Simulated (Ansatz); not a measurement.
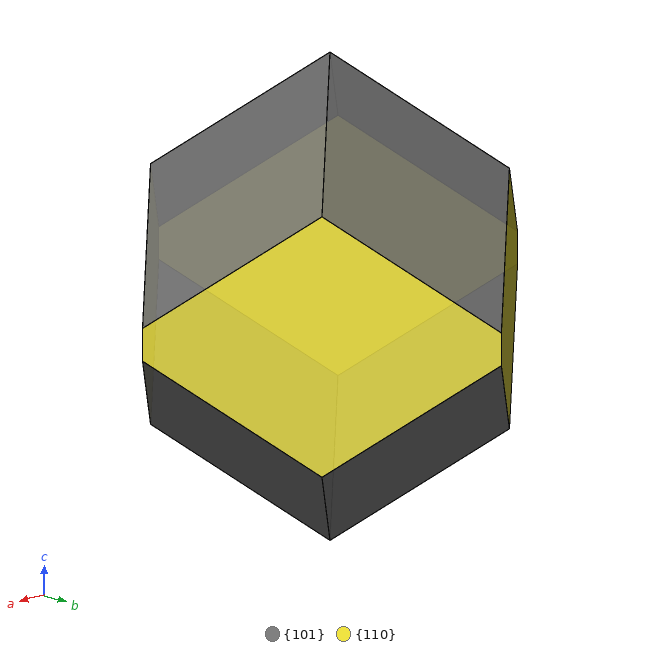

Cu, space group I4/mmm (No. 139), a = 2.951 Å, b = 2.951 Å, c = 2.759 Å, α = 90.00°, β = 90.00°, γ = 90.00°. Crystal habit computed by the BFDH rule (growth rate of a face proportional to 1/d, systematic absences taken into account). This is a geometric estimate, not an energy calculation. Origin: coordinates from a relaxation with DFT PBE, scalar-relativistic, plane waves, PAW in Ansatz 0.2.0. Forms under 0.4 % of the area are left out.

Q: Describe the habit.

A: It is roughly equant (blocky). Widths along a, b and c stand as 1.00 : 1.00 : 1.00.

Q: Which form makes up most of the surface, and how much?

A: {101}, with 8 faces and about 62 % of the area; its spacing is d = 2.015 Å.

Q: How many faces does the whole crystal have, by form?

A: 12 faces: 8 of {101} and 4 of {110}.

Q: List the forms with their spacings and shares.

A:
```tsv
form	faces	d (Å)	share of area (%)
{101}	8	2.015	61.7
{110}	4	2.087	38.3
```
